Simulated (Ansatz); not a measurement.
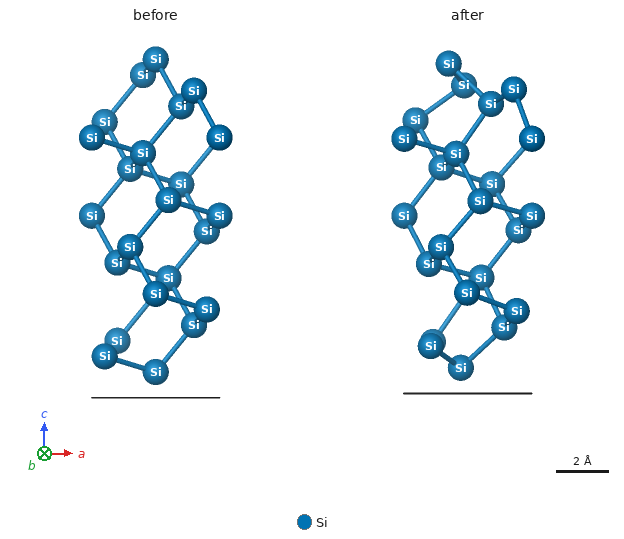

The structure of a slab of composition Si (cut from the Fd-3m phase) before (left) and after (right) a relaxation, at one scale.

The picture is a ball-and-stick view of the cell of the calculation, outlined in the plane, without the vacuum (origin shifted), seen along the b axis.

Case: (2 1 0) slab, atoms relaxed. The slab is the (2 1 0) face of Si.

All numbers below come from DFT PBEsol, scalar-relativistic, plane waves, PAW (Ansatz 0.2.0). Settings: plane-wave cutoff 420 eV; k-point mesh 7 × 6 × 1; occupations gaussian; smearing width 0.05 eV; no spin polarisation; dipole correction; atoms relaxed in a fixed cell; force threshold 0.02 eV/Å; at most 60 steps.

### What changed between the two?

After 7 accepted moves (8 points after the start) the energy has fallen by 2.410 eV per cell of the calculation. Largest force component: 0.84 eV/Å at the start, 0.0079 eV/Å at the end. The line search rejected the trial step at point 5 of the run. The largest moves relative to the layer's centre, 0.82 Å, are those of Si atoms. The cell stays as it was. Some distances before and after: Si–Si 3.842 → 2.718 Å, Si–Si 2.353 → 2.530 Å, Si–Si 2.353 → 2.422 Å, Si–Si 2.353 → 2.399 Å. Bond angles that change, for instance: Si–Si–Si 109.5° → 142.5°, Si–Si–Si 109.5° → 83.6°, Si–Si–Si 109.5° → 88.0°.
